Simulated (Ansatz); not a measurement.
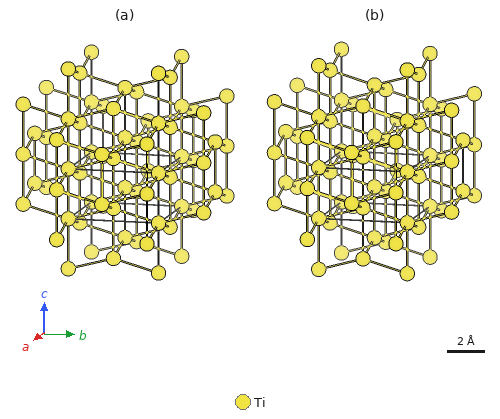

The structure of solid Ti (built on the beta-tin_141 type) before (left) and after (right) a relaxation, at one scale.

Style: ball-and-stick. Shown: the conventional cell (2 times the calculation's cell), repeated 1 × 1 × 2 with one cell outlined, slightly off an axis. Lengths and directions refer to the drawn axes.

Case: beta-tin type (I4_1/amd, No. 141).

Computed with Ansatz 0.2.0, DFT r2SCAN, scalar-relativistic, plane waves, PAW. Settings: plane-wave cutoff 500 eV; k-point mesh 22 × 22 × 22; occupations gaussian; smearing width 0.1 eV; no spin polarisation; cell and atoms relaxed; force threshold 0.01 eV/Å; at most 80 steps.

> Summarise the run.

Over 4 accepted moves (5 points after the start) the energy falls by 7.8 meV per atom. All forces vanish by symmetry, so only the cell relaxes. The pressure goes from −1.28 to −0.02 GPa. At 1 point the geometry stayed and the basis and grid were re-selected for the new cell (energy shift of 0.1 meV per atom at most each time). The atoms keep their places relative to the cell (all moves are under 0.005 Å). Cell: a = b 5.041 → 4.949 Å (−1.8 %), c 2.750 → 2.804 Å (+2.0 %). Volume −1.7 %. Near-neighbour distances that change, for instance: Ti–Ti 2.750 → 2.804 Å, Ti–Ti 2.613 → 2.572 Å. The space group stays I4_1/amd (No. 141). The run took roughly 6 core-minutes on a shared host.
